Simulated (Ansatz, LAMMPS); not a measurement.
## Glassy 48SiO2-22Al2O3-15ZnO-15BaO (mol %) (126 atoms) in motion

Wanted: a short trajectory of glassy 48SiO2-22Al2O3-15ZnO-15BaO (mol %) (126 atoms) with its pair distributions.

Method: Kohn-Sham DFT, PBEsol, PAW (set soft_2), plane waves, in Ansatz 0.2.0.

### 1. Set-up

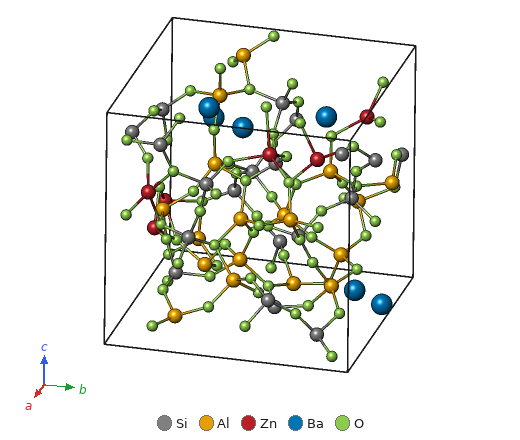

The cell as given, slightly off an axis (silicon grey, aluminium orange, zinc red, barium blue, oxygen green). Bonds to atoms that aren't drawn are left out. Some periodic images of atoms are drawn too.

The cell holds 126 atoms: 19 Si, 18 Al, 6 Zn, 6 Ba and 77 O. Its edges and angles: a = 11.812 Å, b = 11.812 Å, c = 11.812 Å, α = 90.0°, β = 90.0°, γ = 90.0°. 126 atoms (19 Si, 18 Al, 6 Zn, 6 Ba, 77 O) placed at random at 3.28 g/cm³, melted at 4000 K for 10 ps at fixed volume with the Morse and Coulomb pair potential with partial charges (Pedone, Malavasi, Menziani, Cormack and Segre, J. Phys. Chem. B 110, 11780 (2006)). Quenched from 4000 K to 300 K at 10 K/ps and fixed volume, held 10 ps at zero pressure, then minimised at fixed cell.

Before any run, some limits are plain. The quench rate of 10 K/ps far exceeds what a furnace or splat quench reaches, so expect more defects and frozen-in strain than in a real sample. The network of bonds at the start is that of the classical potential that made the cell. Sampling is at Γ alone, for a cell whose shortest periodic width is 12 Å. Spin–orbit coupling is left out, which matters for the levels of the heavy elements.

### 2. Dynamics at 400 K

A Nosé–Hoover thermostat steers the temperature while disturbing the dynamics little. The time step is 1.0 fs.

Contents of input.yaml:

```yaml
crystal:
  lattice:
    - [11.81169, 0.0, 0.0]
    - [0.0, 11.81169, 0.0]
    - [0.0, 0.0, 11.81169]
  atoms:
    - { symbol: Si, position: [0.56987, 0.58403, 0.05528] }
    - { symbol: Si, position: [0.03621, 0.27265, 0.30201] }
    - { symbol: Si, position: [0.44364, 0.54804, 0.61823] }
    - { symbol: Si, position: [0.0857, 0.47511, 0.12586] }
    [... 116 atom lines left out ...]
    - { symbol: O, position: [0.94163, 0.43593, 0.6779] }
    - { symbol: O, position: [0.19323, 0.75677, 0.45783] }
    - { symbol: O, position: [0.73655, 0.15731, 0.42896] }
    - { symbol: O, position: [0.35362, 0.07714, 0.62619] }
    - { symbol: O, position: [0.95658, 0.072, 0.54934] }
    - { symbol: O, position: [0.6816, 0.92882, 0.83597] }
kpoints:
  mp_grid: { grid: [1, 1, 1] }
hamiltonian:
  xc: pbesol
scf:
  occupations: { method: fixed }
output:
  forces: true
md:
  timestep: 1.0
  n_steps: 113
  ensemble: nvt_nose_hoover
  temperature: 400
  initial_velocities: maxwell_boltzmann
  seed: 7795
```

On the command line:

```
$ ansatz run input.yaml --threads 4 --pin off --max-ram 8192MiB --backend cpu --events-out ev --progress --plain --runs-dir out
```

Run time: 8.5 min. Hardware: 4 threads of AMD EPYC 9R45, shared host; peak memory 2.5 GiB; 32 min of CPU time.

The program notes that it switched symmetry off.

Rows from the run:

| time (fs) | T (K) | potential (meV/atom) | conserved (meV/atom) |
| --- | --- | --- | --- |
| 0.0 | 400 | 0.0 | 0.00 |
| 8.0 | 359 | 5.4 | 0.06 |
| 15.0 | 389 | 1.5 | 0.01 |
| 23.0 | 358 | 5.6 | 0.05 |
| 30.0 | 345 | 7.3 | 0.03 |
| 38.0 | 306 | 12.5 | 0.05 |
| 45.0 | 338 | 8.7 | 0.03 |
| 53.0 | 373 | 4.7 | 0.05 |
| 60.0 | 429 | -2.1 | 0.01 |
| 68.0 | 368 | 6.3 | 0.05 |
| 75.0 | 362 | 7.5 | 0.03 |
| 83.0 | 371 | 7.1 | 0.05 |
| 90.0 | 390 | 5.2 | 0.03 |
| 98.0 | 371 | 8.2 | 0.04 |
| 105.0 | 356 | 10.9 | 0.05 |
| 113.0 | 358 | 11.3 | 0.05 |

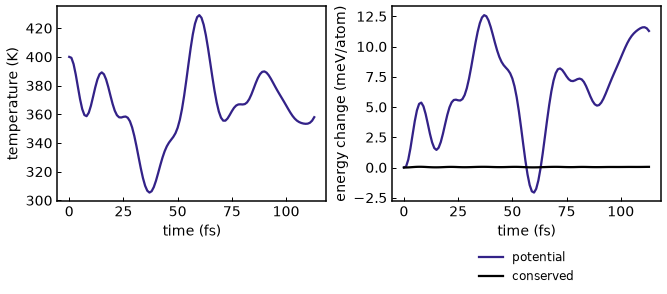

Temperature and energies against time.

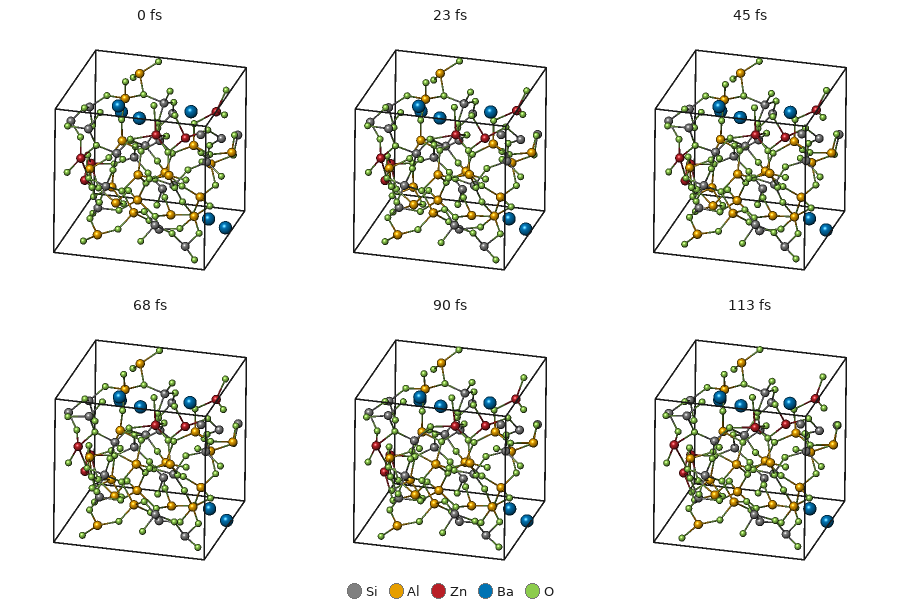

6 frames of the run. Bonds to atoms that aren't drawn are left out.

Mean square displacement from the first frame to the last: Si 0.044 Å², Al 0.037 Å², Zn 0.12 Å², Ba 0.058 Å², O 0.090 Å².

Table of mean square displacement by time lag:

| time lag (fs) | Al (Å²) | Ba (Å²) | O (Å²) | Si (Å²) | Zn (Å²) |
| --- | --- | --- | --- | --- | --- |
| 1.0 | 3.7e-5 | 5.8e-6 | 5.6e-5 | 3.0e-5 | 1.6e-5 |
| 8.0 | 0.00229 | 3.6e-4 | 0.00339 | 0.00180 | 1.0e-3 |
| 15.0 | 0.00735 | 0.00123 | 0.0104 | 0.00536 | 0.00337 |
| 22.0 | 0.0137 | 0.00258 | 0.0184 | 0.00928 | 0.00695 |
| 29.0 | 0.0197 | 0.00437 | 0.0262 | 0.0129 | 0.0115 |
| 36.0 | 0.0242 | 0.00658 | 0.0336 | 0.0163 | 0.0170 |
| 43.0 | 0.0272 | 0.00923 | 0.0406 | 0.0196 | 0.0232 |
| 50.0 | 0.0291 | 0.0123 | 0.0470 | 0.0228 | 0.0303 |
| 57.0 | 0.0307 | 0.0158 | 0.0526 | 0.0259 | 0.0383 |

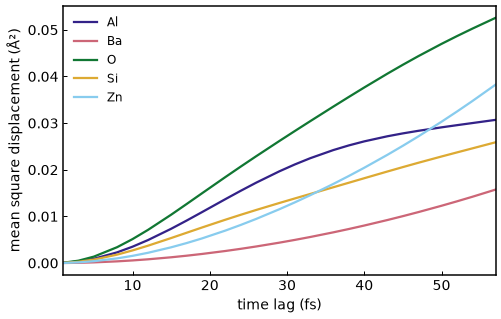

Mean square displacement against time lag.

Over the second half of 113 fs the temperature averages 376 K, falling from about 401 to 357 K (means over the first and last quarter of that half). The conserved energy stays within 0.06 meV/atom. From first frame to last Zn has the largest mean square displacement, 0.12 Å² at the end; the farthest move is 0.67 Å. The count of bonds goes from 221 in the first frame to 219 in the last, by one set of cutoffs: 7 pairs passed out of them and 5 came within. The run spans 0.11 ps, too short for its means to be equilibrium values.

### 3. Structure statistics late in the run

The g(r) is a mean over the second half; what follows it is taken at the last frame.

Density 3.49 g/cm³, 13.08 Å³ an atom.

Mean of 16 frames. g(r), total and by pair (bins of 0.2 Å):

| r (Å) | total | O-O | O-Si | O-Al | O-Ba | O-Zn | Si-Si |
| --- | --- | --- | --- | --- | --- | --- | --- |
| 1.50 | 0.48 | 0.00 | 2.59 | 0.00 | 0.00 | 0.00 | 0.00 |
| 1.70 | 3.01 | 0.00 | 10.03 | 6.48 | 0.00 | 0.35 | 0.00 |
| 1.90 | 1.00 | 0.00 | 0.03 | 4.23 | 0.00 | 4.34 | 0.00 |
| 2.10 | 0.18 | 0.00 | 0.04 | 0.25 | 0.00 | 2.27 | 0.00 |
| 2.30 | 0.10 | 0.07 | 0.05 | 0.11 | 0.00 | 0.83 | 0.00 |
| 2.50 | 0.63 | 1.25 | 0.06 | 0.07 | 1.96 | 0.52 | 0.00 |
| 2.70 | 1.52 | 3.46 | 0.04 | 0.09 | 2.74 | 0.29 | 0.00 |
| 2.90 | 1.19 | 2.17 | 0.15 | 0.32 | 1.46 | 0.17 | 1.16 |
| 3.10 | 1.08 | 1.03 | 0.41 | 0.46 | 1.23 | 0.69 | 3.54 |
| 3.30 | 0.93 | 0.72 | 0.64 | 0.92 | 0.87 | 0.77 | 1.40 |
| 3.50 | 0.91 | 0.72 | 0.98 | 1.06 | 0.99 | 0.61 | 0.13 |
| 3.70 | 1.02 | 0.68 | 1.40 | 1.42 | 1.13 | 0.90 | 0.37 |
| 3.90 | 1.08 | 0.65 | 1.68 | 1.40 | 0.92 | 1.13 | 0.72 |
| 4.10 | 1.02 | 0.58 | 1.66 | 1.38 | 0.73 | 1.60 | 0.62 |
| 4.30 | 1.09 | 0.68 | 1.50 | 1.76 | 0.87 | 1.33 | 0.28 |
| 4.50 | 1.03 | 0.83 | 0.96 | 1.55 | 0.71 | 1.37 | 0.36 |
| 4.70 | 0.93 | 1.09 | 0.69 | 0.78 | 1.27 | 0.91 | 0.98 |
| 4.90 | 0.99 | 1.30 | 0.68 | 0.57 | 1.44 | 0.76 | 1.52 |
| 5.10 | 1.08 | 1.52 | 0.79 | 0.53 | 1.52 | 0.72 | 1.84 |
| 5.30 | 1.02 | 1.35 | 0.70 | 0.72 | 1.29 | 0.67 | 1.35 |
| 5.50 | 0.91 | 1.11 | 0.73 | 0.77 | 0.72 | 0.76 | 1.16 |
| 5.70 | 0.95 | 0.92 | 0.99 | 0.94 | 0.82 | 1.11 | 0.67 |

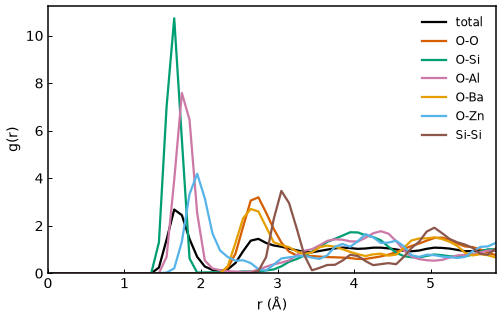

Pair distribution functions, lightly smoothed.

Bonds by pair of elements; cutoffs follow the first minimum of g(r), held within bounds set by covalent radii, and pairs that aren't listed don't count as bonded:

| pair A-B | cutoff (Å) | bonds | mean length (Å) | spread (Å) | shortest (Å) | B about A | A about B |
| --- | --- | --- | --- | --- | --- | --- | --- |
| O-Si | 1.98 | 76 | 1.65 | 0.047 | 1.52 | 0.987 | 4 |
| O-Al | 2.49 | 76 | 1.82 | 0.112 | 1.65 | 0.987 | 4.22 |
| O-Ba | 3.38 | 45 | 2.82 | 0.269 | 2.46 | 0.584 | 7.5 |
| O-Zn | 2.48 | 22 | 2.02 | 0.142 | 1.83 | 0.286 | 3.67 |

How many atoms have how many bonded neighbours:

| element | mean | 2 | 3 | 4 | 5 | 6 | 7 | 8 | 10 |
| --- | --- | --- | --- | --- | --- | --- | --- | --- | --- |
| Al | 4.22 | 0 | 0 | 14 | 4 | 0 | 0 | 0 | 0 |
| Ba | 7.5 | 0 | 0 | 0 | 0 | 2 | 1 | 2 | 1 |
| O | 2.84 | 25 | 41 | 9 | 2 | 0 | 0 | 0 | 0 |
| Si | 4 | 0 | 0 | 19 | 0 | 0 | 0 | 0 | 0 |
| Zn | 3.67 | 0 | 3 | 2 | 1 | 0 | 0 | 0 | 0 |

Bond angles (no mean is given where the spread exceeds 20°):

| angle | count | mean (°) | spread (°) |
| --- | --- | --- | --- |
| O-Al-O | 124 | 108 | 16.8 |
| O-Si-O | 114 | 109 | 7.7 |
| Ba-O-Si | 44 | - | - |
| Al-O-Si | 42 | 130 | 15 |

Oxygen atoms by the number of network formers (Si, P, Ge, B, Al, As, Ga) bound to them:

| network formers bound to O | O atoms | per cent |
| --- | --- | --- |
| 0 | 0 | 0 |
| 1 | 12 | 15.6 |
| 2 | 55 | 71.4 |
| 3 | 10 | 13 |

Network units: each former by its oxygen neighbours and how many of them bridge to another former:

| former | O neighbours | bridging O | atoms |
| --- | --- | --- | --- |
| Si | 4 | 2 | 1 |
| Si | 4 | 3 | 7 |
| Si | 4 | 4 | 11 |
| Al | 4 | 3 | 3 |
| Al | 4 | 4 | 11 |
| Al | 5 | 5 | 4 |

Bond length by coordination (bonds to H left out):

| element | coordination | atoms | mean bond length (Å) |
| --- | --- | --- | --- |
| Al | 4 | 14 | 1.80 |
| Al | 5 | 4 | 1.89 |
| Ba | 6 | 2 | 2.75 |
| Ba | 7 | 1 | 2.73 |
| Ba | 8 | 2 | 2.86 |
| Ba | 10 | 1 | 2.88 |
| O | 2 | 25 | 1.69 |
| O | 3 | 41 | 1.99 |
| O | 4 | 9 | 2.27 |
| O | 5 | 2 | 2.35 |
| Zn | 3 | 3 | 1.96 |
| Zn | 4 | 2 | 2.01 |
| Zn | 5 | 1 | 2.12 |

Rings of the network by King's shortest-path rule, up to 12 atoms, one path for each pair of neighbours; H, halogens, alkali and alkaline-earth atoms are left out, and the last column divides by all other atoms, bonded or not:

| ring size (atoms) | rings | per network atom |
| --- | --- | --- |
| 4 | 6 | 0.05 |
| 6 | 14 | 0.117 |
| 8 | 29 | 0.242 |
| 10 | 37 | 0.308 |
| 12 | 28 | 0.233 |

First main peaks of g(r), for some of the pairs, lie near 2.7 Å (O-O), 1.6 Å (O-Si), 1.8 Å (O-Al), 2.6 Å (O-Ba), 1.9 Å (O-Zn) and 3.1 Å (Si-Si). By these cutoffs 78 % of Al atoms have 4, 33 % of Ba atoms have 6 and as many 8, 53 % of O atoms have 3 and all Si atoms have 4 bonded neighbours. The O-Al-O angle averages 108° with a spread of 17°. Counting bonds to Si and Al alone, not to Zn, 71 % of the oxygens join two of these atoms and 16 % one; 13 % join three. The commonest Si unit has 4 oxygens, 4 of them shared with other formers (11 of 19 atoms). Rings of 10 atoms are the most common (32 % of those counted); sizes run from 4 to 12, where the search stops.

### 4. Single point at the last frame

The last frame is solved again with fuller output, to read the electronic structure of a thermally displaced geometry.

Contents of input.yaml:

```yaml
crystal:
  lattice:
    - [11.81169, 0.0, 0.0]
    - [0.0, 11.81169, 0.0]
    - [0.0, 0.0, 11.81169]
  atoms:
    - { symbol: Si, position: [0.57394, 0.59085, 0.04108] }
    - { symbol: Si, position: [0.03963, 0.27694, 0.29819] }
    - { symbol: Si, position: [0.42516, 0.54521, 0.61485] }
    - { symbol: Si, position: [0.08796, 0.48796, 0.13257] }
    [... 116 atom lines left out ...]
    - { symbol: O, position: [0.95107, 0.41515, 0.69291] }
    - { symbol: O, position: [0.16234, 0.78546, 0.4954] }
    - { symbol: O, position: [0.74736, 0.15308, 0.42486] }
    - { symbol: O, position: [0.37149, 0.09202, 0.60295] }
    - { symbol: O, position: [0.97348, 0.07367, 0.55181] }
    - { symbol: O, position: [0.68795, 0.93631, 0.84847] }
kpoints:
  mp_grid: { grid: [1, 1, 1] }
hamiltonian:
  xc: pbesol
scf:
  occupations: { method: fixed }
output:
  forces: true
  stress: true
  populations: true
  dos:
    method: { smearing: { sigma: 0.1 } }
    de: 0.1
    projected: { site_lists: { Al: [Al], Ba: [Ba], O: [O], Si: [Si], Zn: [Zn] } }
  eigenvalues: true
  write_density: true
  write_potential: true
  volumetric_format: npy
  elf: true
```

Elapsed: 14 s, on 4 threads; peak memory 2.6 GiB; 52 s of CPU time.

Read from the output:

* free energy: -119436.8469 eV
* free energy per atom: -947.9115 eV/atom
* SCF cycles: 10
* pressure: -1.332 GPa
* r.m.s. force component: 0.8597 eV/Å
* longest force: 4.096 eV/Å
* Fermi energy: 5.111 eV
* gap (highest filled to lowest empty level): 2.803 eV
* spilling of the projection: 0.01172

Neighbours are counted within 1.98 Å (O-Si), 2.49 Å (O-Al), 3.38 Å (O-Ba), 2.48 Å (O-Zn), the cutoffs taken from the dynamics.

Length of the force by element and coordination:

| element | coordination | atoms | mean length of the force (eV/Å) | spread | least | most |
| --- | --- | --- | --- | --- | --- | --- |
| Al | all | 18 | 1.46 | 0.606 | 0.474 | 3.11 |
| Al | 4 | 14 | 1.51 | 0.661 | 0.474 | 3.11 |
| Al | 5 | 4 | 1.29 | 0.295 | 0.856 | 1.68 |
| Ba | all | 6 | 0.843 | 0.340 | 0.456 | 1.40 |
| Ba | 6 | 2 | 0.992 | 0.411 | 0.582 | 1.40 |
| Ba | 7 | 1 | 0.971 | 0 | 0.971 | 0.971 |
| Ba | 8 | 2 | 0.505 | 0.0499 | 0.456 | 0.555 |
| Ba | 10 | 1 | 1.09 | 0 | 1.09 | 1.09 |
| O | all | 77 | 1.24 | 0.710 | 0.292 | 4.10 |
| O | 2 | 25 | 1.46 | 0.947 | 0.310 | 4.10 |
| O | 3 | 41 | 1.16 | 0.529 | 0.365 | 2.87 |
| O | 4 | 9 | 1.05 | 0.554 | 0.292 | 1.92 |
| O | 5 | 2 | 0.825 | 0.0747 | 0.751 | 0.900 |
| Si | all | 19 | 1.73 | 0.865 | 0.378 | 3.82 |
| Zn | all | 6 | 0.526 | 0.127 | 0.397 | 0.745 |
| Zn | 3 | 3 | 0.530 | 0.152 | 0.423 | 0.745 |
| Zn | 4 | 2 | 0.584 | 0.0446 | 0.540 | 0.629 |
| Zn | 5 | 1 | 0.397 | 0 | 0.397 | 0.397 |

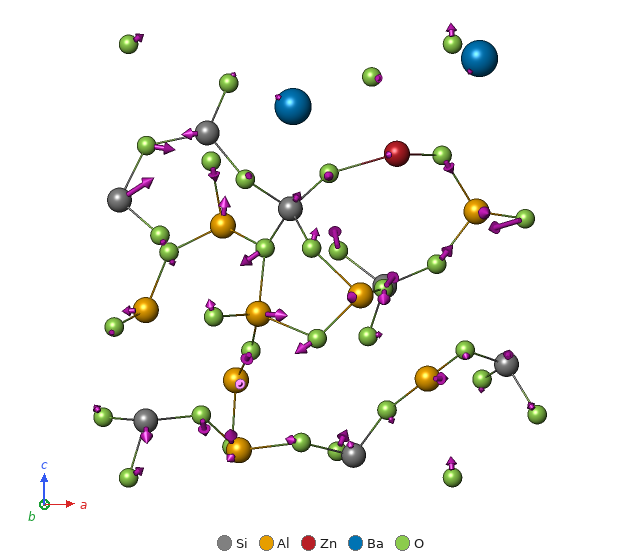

Forces as arrows; the longest in the cell is 4.10 eV/Å. Drawn is a slice 4 Å thick, seen along the normal of the ac plane. Bonds to atoms that aren't drawn are left out.

Löwdin charges by element and coordination (they lack the spilled electrons, 0.067 e an atom on average):

| element | coordination | atoms | mean charge (e) | spread | least | most |
| --- | --- | --- | --- | --- | --- | --- |
| Al | all | 18 | 1.26 | 0.0486 | 1.16 | 1.36 |
| Al | 4 | 14 | 1.27 | 0.0393 | 1.20 | 1.36 |
| Al | 5 | 4 | 1.23 | 0.066 | 1.16 | 1.32 |
| Ba | all | 6 | 1.89 | 0.0238 | 1.85 | 1.92 |
| Ba | 6 | 2 | 1.90 | 0.0032 | 1.90 | 1.91 |
| Ba | 7 | 1 | 1.92 | 0 | 1.92 | 1.92 |
| Ba | 8 | 2 | 1.86 | 0.0083 | 1.85 | 1.87 |
| Ba | 10 | 1 | 1.91 | 0 | 1.91 | 1.91 |
| O | all | 77 | -0.855 | 0.0754 | -1.07 | -0.747 |
| O | 2 | 25 | -0.812 | 0.0505 | -0.925 | -0.747 |
| O | 3 | 41 | -0.865 | 0.0727 | -1.07 | -0.772 |
| O | 4 | 9 | -0.898 | 0.0706 | -1.00 | -0.794 |
| O | 5 | 2 | -1.00 | 0.0045 | -1.01 | -1 |
| Si | all | 19 | 1.66 | 0.0491 | 1.57 | 1.72 |
| Zn | all | 6 | 1.47 | 0.022 | 1.44 | 1.51 |
| Zn | 3 | 3 | 1.46 | 0.0132 | 1.44 | 1.47 |
| Zn | 4 | 2 | 1.49 | 0.0171 | 1.47 | 1.51 |
| Zn | 5 | 1 | 1.49 | 0 | 1.49 | 1.49 |

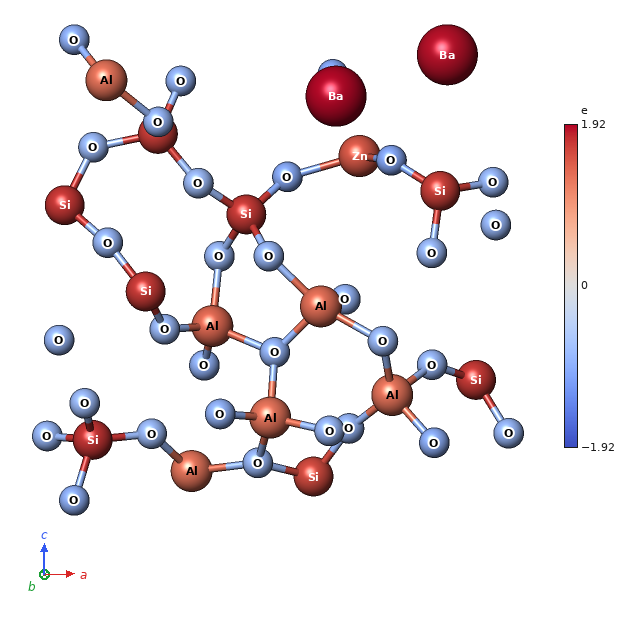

Atoms coloured by Löwdin charge. Drawn is a slice 4 Å thick, seen along the normal of the ac plane. Bonds to atoms that aren't drawn are left out.

Density of states as counts of states in windows of 1 eV (from the Fermi level), total and the larger projections:

| from (eV) | to (eV) | total | O p | Zn d |
| --- | --- | --- | --- | --- |
| -10 | -9 | 7.7 | 5.0 | 0.0 |
| -9 | -8 | 11.9 | 8.0 | 0.1 |
| -8 | -7 | 18.0 | 12.3 | 0.6 |
| -7 | -6 | 42.4 | 26.8 | 7.1 |
| -6 | -5 | 85.8 | 40.5 | 33.8 |
| -5 | -4 | 66.1 | 45.2 | 9.8 |
| -4 | -3 | 77.8 | 64.9 | 3.1 |
| -3 | -2 | 88.2 | 78.7 | 2.3 |
| -2 | -1 | 94.4 | 86.9 | 2.3 |
| -1 | 0 | 29.1 | 27.2 | 0.4 |
| 0 | 1 | 0.7 | 0.7 | 0.0 |
| 1 | 2 | 0.0 | 0.0 | 0.0 |
| 2 | 3 | 2.0 | 0.2 | 0.0 |
| 3 | 4 | 2.2 | 0.4 | 0.0 |
| 4 | 5 | 15.2 | 2.0 | 0.1 |

With fixed occupations the program's Fermi level is the highest filled level; weight inside the gap is the broadening of levels at its edges.

Between -26 and -10 eV lie 200 more states.

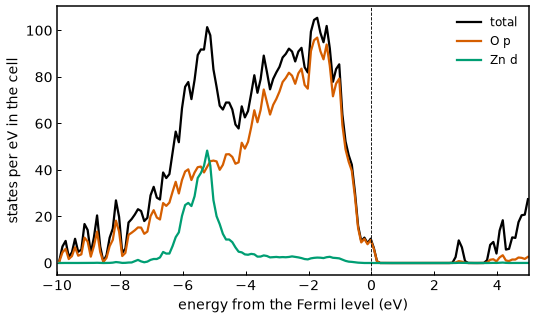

Total and projected density of states, with the broadening of the input.

The levels nearest the highest filled one (over half full), pooled over k-points and spins:

| level less the highest filled one (eV) | occupation |
| --- | --- |
| -0.610 | 2 |
| -0.583 | 2 |
| -0.535 | 2 |
| -0.407 | 2 |
| -0.208 | 2 |
| 0 | 2 |
| 2.80 | 0 |
| 3.83 | 0 |
| 4.12 | 0 |
| 4.17 | 0 |
| 4.46 | 0 |
| 4.65 | 0 |

Mean Löwdin charges: Al +1.26, Ba +1.89, O -0.86, Si +1.66, Zn +1.47 e (they miss 1.2 % of the electrons, so they add up to more than the cell's charge).

### 5. Summary of results

| Quantity | Value |
| --- | --- |
| mean temperature, second half | 376.1 K |
| temperature swing, second half | 21.48 K |
| slope of the conserved energy against time, by least squares | 0.1133 meV/atom/ps |
| free energy per atom | -947.9115 eV/atom |
| pressure | -1.332 GPa |
| r.m.s. force component | 0.8597 eV/Å |
| gap (highest filled to lowest empty level) | 2.803 eV |
| wall time of the 2 DFT runs | 8.7 min |

Over the second half of 113 fs the temperature averages 376 K, falling from about 401 to 357 K (means over the first and last quarter of that half). The conserved energy stays within 0.06 meV/atom. The count of bonds goes from 221 in the first frame to 219 in the last, by one set of cutoffs: 7 pairs passed out of them and 5 came within. The run spans 0.11 ps, too short for its means to be equilibrium values. Counting bonds as in the table, 78 % of Al atoms have 4, 33 % of Ba atoms have 6 and as many 8, 53 % of O atoms have 3 and all Si atoms have 4 bonded neighbours. Counting bonds to Si and Al alone, not to Zn, 71 % of the oxygens join two of these atoms and 16 % one; 13 % join three. The highest filled and lowest empty levels differ by 2.80 eV (at Γ alone); a semilocal functional tends to put such gaps too low. In a disordered cell it changes from sample to sample, and tail or defect levels can set it.

**Limits.** The starting topology of bonds comes from the classical model; in DFT 7 of its 221 bonded pairs passed out of the cutoffs and 5 came within them. The pressure of a single frame lacks the kinetic term, about 0.40 GPa here.

[Logs are printed without paths, hosts, clocks, repeated set-up lines and the standing remarks that a program may print on its own settings, such as how far it seeks lower states.]

[Hosts, paths, dates, database ids (printed as entryN), source tags and the programs' standing remarks are cut or masked in the printed files.]
